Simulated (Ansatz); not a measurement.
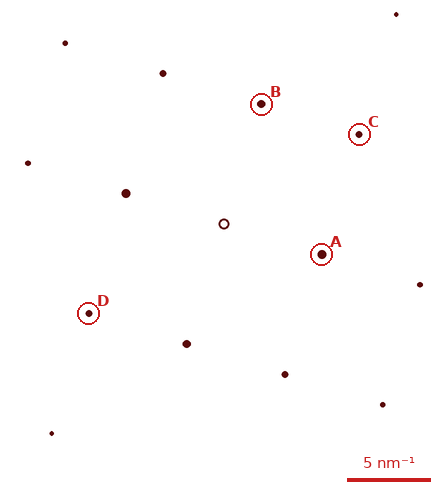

The pattern is a kinematic simulation for 200 kV electrons (no multiple scattering; isotropic B = 0.5 Å²). The zone axis points towards the electron source and the pattern is seen from the source side.

Crystal: Ni, space group Pm-3m (No. 221), a = 2.288 Å. Structure: coordinates from a relaxation with DFT, PBEsol, plane waves (420 eV) with PAW, scalar-relativistic in Ansatz 0.2.0; the starting structure was generated, so it need not be a known form of this composition.

```cif
data_structure
_symmetry_space_group_name_H-M 'Pm-3m'
_symmetry_Int_Tables_number 221
_cell_length_a 2.2883
_cell_length_b 2.2883
_cell_length_c 2.2883
_cell_angle_alpha 90.000
_cell_angle_beta 90.000
_cell_angle_gamma 90.000
_cell_volume 11.98
loop_
_atom_site_label
_atom_site_type_symbol
_atom_site_symmetry_multiplicity
_atom_site_Wyckoff_symbol
_atom_site_fract_x
_atom_site_fract_y
_atom_site_fract_z
_atom_site_occupancy
Ni1 Ni 1 a 0.00000 0.00000 0.00000 1
```

Spot A is indexed 0 -1 1 and spot B 1 -1 -1.

Question: Index the other marked spots.

Answer: C = A + B = 1 -2 0 (d = 1.023 Å). D = −A − B = -1 2 0 (d = 1.023 Å).

Question: Give [uvw].

Answer: The cross product of A and B is parallel to [211]; every spot obeys hu + kv + lw = 0.

Question: What are the spacings of A and B and the angle between them?

Answer: d(A) = 1.618 Å, d(B) = 1.321 Å, and the angle is 90.0°.
